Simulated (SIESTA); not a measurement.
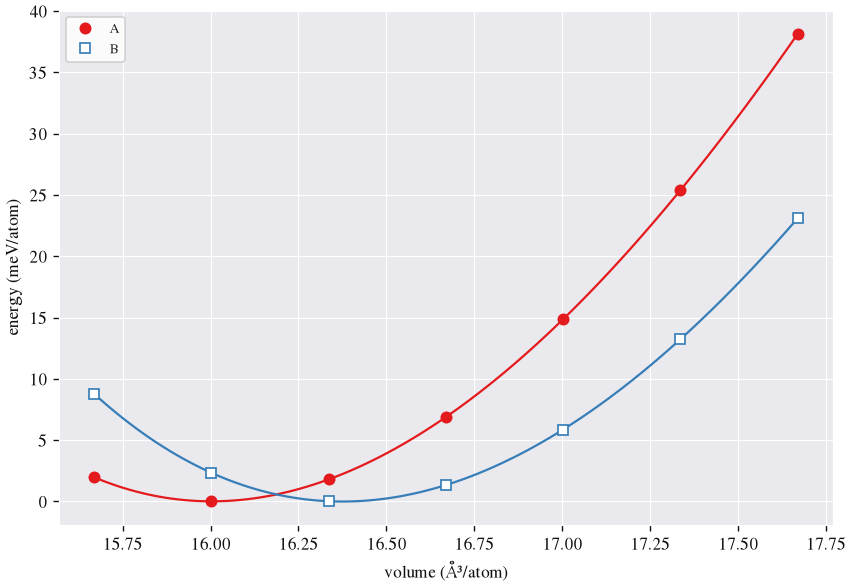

The figure compares two calculations of the energy against volume, each curve from its own zero. The first is for Al, space group P6_3/mmc (No. 194).

The cell holds 2 atoms.

Computed with SIESTA 5.4.2: DFT in numerical atomic orbitals with pseudopotentials, no spin polarisation; energies at scaled volumes of the given cell, shape and fractions fixed, counted from the fit's minimum, third-order Birch-Murnaghan fit. Level: PBEsol.

k mesh 11×11×6; occupations Fermi–Dirac; smearing width 0.05 eV; potentials PseudoDojo 0.4 standard, converted to PSML, two zetas on semicore shells; program settings basis DZP, mesh cutoff 500 Ry.

In the second, the level changes from PBEsol to LDA.

**Which of A and B is the second calculation, and what did the change do?**

A. The equilibrium volume falls from 16.38 to 16.00 Å³/atom (−2.3 %) and the bulk modulus rises from 84.5 to 86.4 GPa (+2.2 %).

For both, limits of the calculation: mulliken charges of long orbitals; shape and atomic fractions are frozen while scaling, which makes layered, chain and framework solids too stiff.

V0 and the bulk modulus come from third-order Birch–Murnaghan fits.
